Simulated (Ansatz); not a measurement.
FeS2, space group Pa-3 (No. 205), a = 5.403 Å, b = 5.403 Å, c = 5.403 Å, α = 90.00°, β = 90.00°, γ = 90.00°

```tsv
site	Wyckoff	x	y	z
Fe	4a	0.0000	0.5000	0.5000
S	8c	0.3850	0.1150	0.8850
```

Origin: the end point of a relaxation with DFT, r2SCAN, plane waves, PAW in Ansatz.

Question: Describe the coordination of Fe.

Answer: FeS6: a slightly distorted octahedron (coordination number 6, S = 0.30; next best trigonal prism, S = 16.5). Bonds: 6 × Fe–S 2.26 Å. The next neighbour, not counted, lies at 3.44 Å.

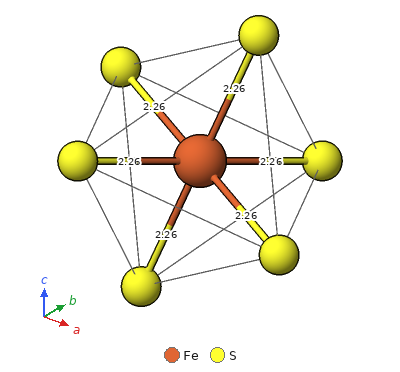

The polyhedron about Fe. Shape measures S are computed against regular polyhedra or, for capped shapes, the nearer of the equal-edge and equal-bond forms.
